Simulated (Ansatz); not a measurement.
## Al48N47 (charge +1): single-point calculation (part 2 of 2)

Continued. System: Al48N47 (defect cell, 95 atoms in the cell, total charge +1). Method: DFT, HSE06, PAW, plane waves (Ansatz 0.2.0); cutoff 420 eV, 1×1×1 k-mesh, Fermi–Dirac smearing of 0.01 eV. 

## Output, continued
```
--- Forces (eV/Å), atoms counted from 1 ---
  atom   1  Al    -0.00410250    -0.00248545     0.00399817
  atom   2  Al    -0.00232290    -0.00050338     0.01086455
  atom   3  Al     0.00123198    -0.01003975     0.00041869
  atom   4  Al     0.00089739    -0.00884906     0.01086271
  atom   5  Al     0.00074916     0.00116010    -0.00178651
  atom   6  Al     0.00040265    -0.00094414     0.01144082
  atom   7  Al    -0.00942870    -0.01605799    -0.00667042
  atom   8  Al    -0.00900147    -0.01279601     0.01651259
  atom   9  Al    -0.01256661    -0.00262307    -0.00620201
  atom  10  Al    -0.00958237    -0.00390094     0.01640553
  atom  11  Al     0.00030812     0.00668657    -0.00175963
  atom  12  Al     0.00018559     0.00428797     0.01306813
  atom  13  Al     0.00435604    -0.00291723     0.00312537
  atom  14  Al     0.00337144    -0.00164348     0.01006316
  atom  15  Al     0.00962054    -0.01519586    -0.00595505
  atom  16  Al     0.00949005    -0.01251844     0.01508761
  atom  17  Al     0.00458641     0.00376803    -0.20458030
  atom  18  Al     0.00118363     0.00117148     0.01913839
  atom  19  Al    -0.00474817     0.01483517    -0.00496540
  atom  20  Al    -0.00404518     0.01473424     0.01501623
  atom  21  Al     0.01147787    -0.00281449    -0.00537018
  atom  22  Al     0.00930201    -0.00364942     0.01817655
  atom  23  Al     0.00457100     0.01624514    -0.00698861
  atom  24  Al     0.00384274     0.01408659     0.01798098
  atom  25  Al     0.00054809    -0.00627318     0.00302874
  atom  26  Al    -0.00043199    -0.00476018     0.00393946
  atom  27  Al    -0.00871997    -0.02078562     0.00598453
  atom  28  Al    -0.00239855    -0.00470194     0.00258267
  atom  29  Al    -0.01018335    -0.00657212     0.00323400
  atom  30  Al    -0.00297870    -0.00084637     0.00062429
  atom  31  Al     0.00287647     0.01393179     0.00784224
  atom  32  Al    -0.00082032     0.00646141     0.00084551
  atom  33  Al     0.00987194    -0.02017670     0.00527494
  atom  34  Al     0.00199982    -0.00611050     0.00278688
  atom  35  Al    -0.00053167    -0.20287461     0.06586541
  atom  36  Al    -0.00063598    -0.01162839    -0.01450112
  atom  37  Al    -0.17220990     0.10691752     0.06724229
  atom  38  Al    -0.01067123     0.01059685    -0.01340565
  atom  39  Al    -0.01076214     0.01542666     0.00679181
  atom  40  Al    -0.00408385     0.00236255     0.00336863
  atom  41  Al     0.01031629    -0.00715450     0.00246177
  atom  42  Al     0.00239986    -0.00055796     0.00180080
  atom  43  Al     0.16980974     0.10684723     0.06308810
  atom  44  Al     0.00971139     0.01159592    -0.01192377
  atom  45  Al    -0.00149859     0.00959235     0.00560651
  atom  46  Al     0.00013975     0.00204528     0.00278534
  atom  47  Al     0.01229739     0.01691855     0.00618432
  atom  48  Al     0.00135167     0.00163990     0.00269331
  atom  49  N      0.00032445     0.00616548    -0.00003374
  atom  50  N      0.00020361     0.00692910    -0.00691467
  atom  51  N      0.00201766     0.00920470     0.00150568
  atom  52  N      0.00319241     0.00844537    -0.01014083
  atom  53  N      0.00697222     0.00617925     0.00560171
  atom  54  N      0.00536752     0.00613853    -0.01261819
  atom  55  N      0.00067136    -0.00898326     0.00350743
  atom  56  N     -0.00108789    -0.00574620    -0.01540037
  atom  57  N     -0.00170827     0.00999560     0.00265888
  atom  58  N     -0.00315036     0.00932995    -0.01159739
  atom  59  N     -0.00103844     0.05669728     0.03246275
  atom  60  N      0.00124507     0.02465188    -0.05378436
  atom  61  N      0.04652637    -0.02956177     0.03196340
  atom  62  N      0.01984782    -0.01246996    -0.05196225
  atom  63  N      0.00445727    -0.00323764     0.00175040
  atom  64  N      0.00500506    -0.00476547    -0.01144104
  atom  65  N     -0.00764966     0.00698968     0.00375314
  atom  66  N     -0.00654544     0.00573496    -0.01293310
  atom  67  N     -0.04881962    -0.03184073     0.02978636
  atom  68  N     -0.01853659    -0.01366267    -0.05170214
  atom  69  N      0.00010344    -0.00758725     0.00499273
  atom  70  N     -0.00098684    -0.00523427    -0.01375618
  atom  71  N     -0.00515833    -0.00316348     0.00208054
  atom  72  N     -0.00297065    -0.00508222    -0.01265942
  atom  73  N      0.00065494     0.00126698     0.00271183
  atom  74  N      0.00250487     0.00024187    -0.00553271
  atom  75  N     -0.00081489     0.01094762     0.00462590
  atom  76  N     -0.00074012     0.00620526    -0.00717874
  atom  77  N      0.00027629     0.00171154     0.00367867
  atom  78  N      0.00084795    -0.00025147    -0.00544758
  atom  79  N      0.04014046     0.04465043     0.00853678
  atom  80  N      0.00204324     0.00588399    -0.00739792
  atom  81  N      0.05349404     0.00495849     0.00636605
  atom  82  N      0.00449629    -0.00129436    -0.00644256
  atom  83  N     -0.00153272    -0.01207915     0.00368992
  atom  84  N      0.00117905    -0.00593725    -0.00737579
  atom  85  N     -0.00170347    -0.00657276     0.00393768
  atom  86  N     -0.00215994     0.00146831    -0.00653807
  atom  87  N     -0.04198222     0.04420495     0.00884827
  atom  88  N     -0.00220095     0.00564520    -0.00798701
  atom  89  N      0.00001548    -0.00289066    -0.00574821
  atom  90  N      0.01707400    -0.05557341     0.00604110
  atom  91  N      0.00292341    -0.00803700    -0.00839394
  atom  92  N     -0.05456219     0.01900462     0.00970795
  atom  93  N     -0.00381867    -0.00156391    -0.00883483
  atom  94  N     -0.01536636    -0.06060492     0.01068777
  atom  95  N     -0.00424356    -0.00847326    -0.00968192
  max |Σ_I F_I| component: 5.26e-4 eV/Å
--- Charged-cell corrections in eV (Makov–Payne, q = +1.000 e, ε = 8.500) ---
  F (periodic)     = -44006.710739  (uncorrected; the corrections below are reported, never added to it)
  E_corr1          = +0.238713  (monopole, q²α_M/2εL)
  F Makov-Payne    = -44006.472026  (F + E_corr1; no measured alignment; for a localised charge, not one spread in a band: unchecked)
--- Band table (eV) ---
  k-point 0: bands = ["-10.2810", "-9.8914", "-9.8214", "-9.7498", "-9.4450", "-9.4116", "-9.3394", "-9.1899", "-9.0315", "-8.9995", ... 74 levels left out ..., "1.7689", "1.8163", "1.9270", "2.0154", "2.2056", "2.2882", "2.3195", "2.3550", "2.4282", "2.4820", "2.5034", "2.5743", "2.5868", "2.6726", "2.7033", "2.8386", "2.8431", "2.9801", "2.9948", "3.0524", "3.0829", "3.2955", "3.3302", "3.3793", "3.4284", "3.4460", "3.4850", "3.5151", "3.5558",
      "3.6010", "3.6260", "3.6469", "3.6779", "3.7042", "3.7223", "3.7407", "3.7782", "3.8032", "3.8687", "3.8949", "3.9495", "3.9880", "4.0101", "4.0411", "4.1199", "4.1743", "4.2390", "4.3060", "4.3205", "4.3628", "4.3871", "4.4141", "4.4288", "4.4623", "4.4810", "4.5070", "4.5324", "4.5588", "4.5690", "4.5980", "4.6487", "4.6734", "4.6990", "4.7364", "4.7567", "4.7704", "4.7807", "4.8064", "4.8372",
      "4.8697", "4.8990", "4.9166", "4.9647", "4.9934", "5.0196", "5.0354", "5.0787", "5.1147", "5.1294", "5.1583", "5.1777", "5.2010", "5.2088", "5.2335", "5.2466", "5.2479", "5.2738", "5.2777", "5.2955", "5.3116", "5.3270", "5.3415", "5.3625", "5.3913", "5.4044", "5.4489", "5.5008", "5.5516", "5.5663", "5.5925", "5.7296", "5.7814", "5.8425", "5.9362", "6.6659", "11.3448", "11.3736", "11.3984", "12.6022",
      "12.7642", "12.8772", "12.9364", "12.9881", "13.0354", "13.1385", "13.2112", "13.2745", "13.5106", "13.5591", "13.5917", "13.6520", "13.6807", "13.7028", "13.7344", "13.7512", "13.7836", "13.8143", "13.8391", "13.8819", "13.8960", "13.9214", "13.9504", "13.9855", "14.0271", "14.0335", "14.1504", "14.1975", "14.3392", "14.3816", "14.4083", "14.5134", "14.5682", "14.7300", "14.7618", "14.8509", "14.8722", "14.9046", "14.9719", "15.0952",
      "15.1666", "15.2470", "15.5024", "15.5854", "15.6864", "15.7577", "15.8861", "15.9793", "16.0786", "16.1215", "16.1863", "16.2516", "16.2729", "16.3348", "16.3962", "16.4518", "16.4886", "16.5269", "16.6062", "16.6770", "16.6999", "16.7137", "16.7307", "16.7390", "16.7683", "16.7860", "16.8103", "16.8687", "16.9423", "17.0080", "17.1526", "17.2303", "17.3419", "17.3765", "17.4246", "17.4981", "17.5355", "17.5647", "17.6173", "17.6329",
      "17.6690", "17.6972", "17.7258", "17.7625", "17.7957", "17.8156", "17.8407", "17.8709", "17.8982", "17.9267", "18.0718"]
--- Löwdin populations: 95 sites ---
  site symbol       q [e]
     0     Al      1.8612
     1     Al      1.8614
     2     Al      1.8604
     3     Al      1.8610
     4     Al      1.8604
     5     Al      1.8612
     6     Al      1.8589
     7     Al      1.8613
     8     Al      1.8591
     9     Al      1.8612
    10     Al      1.8604
    11     Al      1.8615
    12     Al      1.8612
    13     Al      1.8614
    14     Al      1.8587
    15     Al      1.8613
    16     Al      2.0134
    17     Al      1.8754
    18     Al      1.8590
    19     Al      1.8615
    20     Al      1.8589
    21     Al      1.8614
    22     Al      1.8589
    23     Al      1.8615
    24     Al      1.8617
    25     Al      1.8609
    26     Al      1.8630
    27     Al      1.8609
    28     Al      1.8606
    29     Al      1.8605
    30     Al      1.8650
    31     Al      1.8611
    32     Al      1.8632
    33     Al      1.8609
    34     Al      2.0396
    35     Al      1.8630
    36     Al      2.0391
    37     Al      1.8633
    38     Al      1.8626
    39     Al      1.8610
    40     Al      1.8597
    41     Al      1.8604
    42     Al      2.0416
    43     Al      1.8631
    44     Al      1.8600
    45     Al      1.8606
    46     Al      1.8638
    47     Al      1.8610
    48      N      6.0586
    49      N      6.0580
    50      N      6.0589
    51      N      6.0578
    52      N      6.0601
    53      N      6.0595
    54      N      6.0592
    55      N      6.0574
    56      N      6.0589
    57      N      6.0578
    58      N      6.0519
    59      N      6.0495
    60      N      6.0516
    61      N      6.0493
    62      N      6.0588
    63      N      6.0577
    64      N      6.0603
    65      N      6.0595
    66      N      6.0517
    67      N      6.0491
    68      N      6.0600
    69      N      6.0594
    70      N      6.0588
    71      N      6.0577
    72      N      6.0569
    73      N      6.0581
    74      N      6.0584
    75      N      6.0586
    76      N      6.0582
    77      N      6.0587
    78      N      6.0527
    79      N      6.0572
    80      N      6.0516
    81      N      6.0570
    82      N      6.0575
    83      N      6.0584
    84      N      6.0566
    85      N      6.0581
    86      N      6.0527
    87      N      6.0572
    88      N      6.0578
    89      N      6.0523
    90      N      6.0571
    91      N      6.0518
    92      N      6.0570
    93      N      6.0522
    94      N      6.0571
  spilling = 0.008751 (of n_electrons = 378.000000)
```

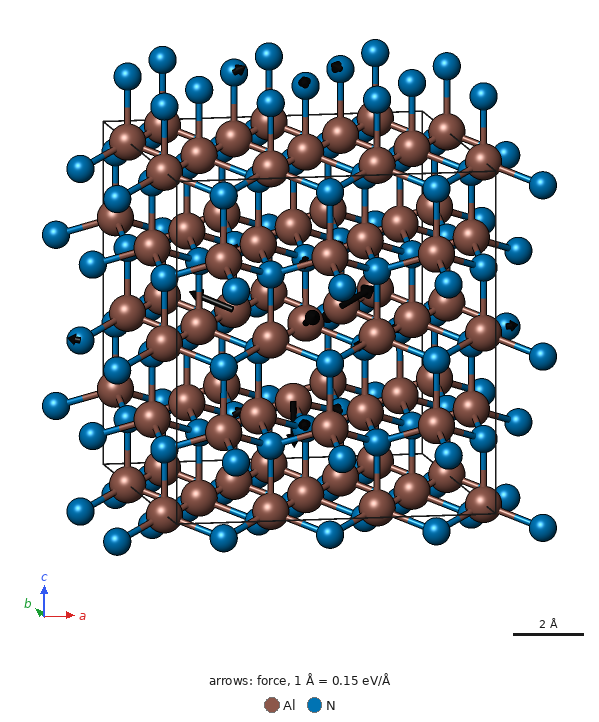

Fig. 1: Forces on the atoms as black arrows (ball-and-stick view of the cell of the calculation, seen slightly off an axis; bonded neighbours outside the cell are drawn too); the smallest are left out. The largest act on Al35, Al37, Al43 (0.21 eV/Å); Al17 (0.20 eV/Å); N59, N67 (0.07 eV/Å). Atoms are counted from 1 in the order of the input and aren't labelled in the picture. 

## Key numbers

| quantity | value |
| --- | --- |
| outcome | converged |
| electrons treated | 378 |
| free energy | −44006.7107 eV |
| Fermi energy | 9.005 eV |
| largest force (length of the vector) | 0.214 eV/Å |
| wall time | 6.1 min (CPU time 46 min) |
| peak memory | 5.1 GiB |

## Remarks

The k-point mesh is coarse for a cell of this size, so the results may not be converged.
